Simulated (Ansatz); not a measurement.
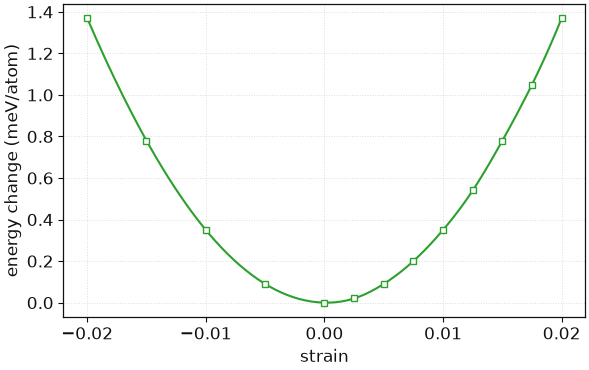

How it was computed, with Ansatz 0.2.0: homogeneous strain of a crystal along one Voigt pattern with engineering shear, fractional coordinates fixed, by plane-wave density functional theory with PAW datasets, free energies less that of the undisturbed cell; scalar-relativistic. Level: r2SCAN, no spin polarisation.

```csv
setting,value
wave cutoff,500 eV
k mesh,8×8×8
occupations,Gaussian
smearing width,0.05 eV
k shift,"(0, 0, 0) (mesh steps)"
start,as given
strain pattern,"(0, 0, 0, 0, 0, 1) (xx yy zz yz xz xy with engineering shear)"
```

Starting cell:
```xyz
2
Lattice="0.0000 2.4490 2.4490 2.4490 0.0000 2.4490 2.4490 2.4490 0.0000" Properties=species:S:1:pos:R:3 pbc="T T T"
Ca    0.0000    0.0000    0.0000
O     2.4490    2.4490    2.4490
```

Figure. Energy change against strain for CaO, space group Fm-3m (No. 225).

The points at strain −0.015, −0.005, 0.01 and 0.02 follow from computed ones by symmetry.

The energy change is 1.37 meV/atom at strain −0.0200 and 1.37 meV/atom at 0.0200; the lowest computed point is at strain 0.0000 (0.00 meV/atom), in a single well. The slope of stress against strain at the start, which at zero pressure is the clamped-ion constant C66, is 77.8 GPa. The second derivative of tensile stress is 0 GPa. The tensile stress at start is 0 GPa.

Keep in mind: reference crystal is not relaxed.
